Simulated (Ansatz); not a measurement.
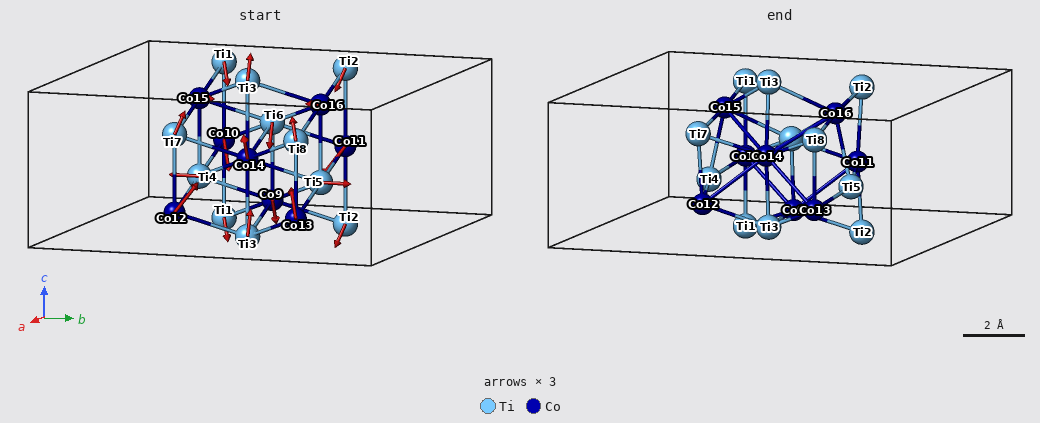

The structure of a wire of composition TiCo before (left) and after (right) a relaxation, at one scale. The red arrows give the displacements (the part carried along by the change of the cell is left out), magnified 3 times.

Style: ball-and-stick. Shown: the cell of the calculation, with the vacuum cut short, slightly off an axis.

Case: wire along [1 1 1], 16 atoms a period.

The calculation used DFT PBE, scalar-relativistic, plane waves, PAW (Ansatz). (plane-wave cutoff 420 eV; k-point mesh 1 × 1 × 11; occupations gaussian; smearing width 0.05 eV; collinear spin; cell relaxed at fixed a, b, alpha, beta, gamma; force threshold 0.02 eV/Å; at most 45 steps)

Q: What changed between the two?

A: The run was cut off at its time limit before the relaxation converged, so the last structure is only a point on the way. The largest moves relative to the centre of the atoms, 0.47 Å, are those of Co10, Co11, Co12 and Co13. Largest moves by element: Co 0.47 Å, Ti 0.36 Å. Along the periodic axis the drawn cell goes c 5.171 → 4.814 Å (−6.9 %). Near-neighbour distances that change, for instance: Ti4–Co14 2.586 → 3.022 Å, Co12–Co14 2.986 → 2.629 Å, Ti4–Co10 2.586 → 2.246 Å, Co14–Co15 2.986 → 2.697 Å. Among the angles between lasting bonds that change: Co11–Ti5–Co13 180.0° → 152.9°, Ti4–Co15–Ti4 180.0° → 154.5°, Co16–Ti5–Co16 180.0° → 154.5°. After 5 geometry steps the energy has fallen by 3.504 eV per cell of the calculation. The largest force component goes from 1.5 to 0.21 eV/Å. The program noted that the starting moments weren't kept. Cost: 18 min on 4 threads of Arm Neoverse V2, on a shared host, peak memory 3.5 GiB.

Limits of the set-up: the k-point mesh is coarse for a cell with partly filled bands.
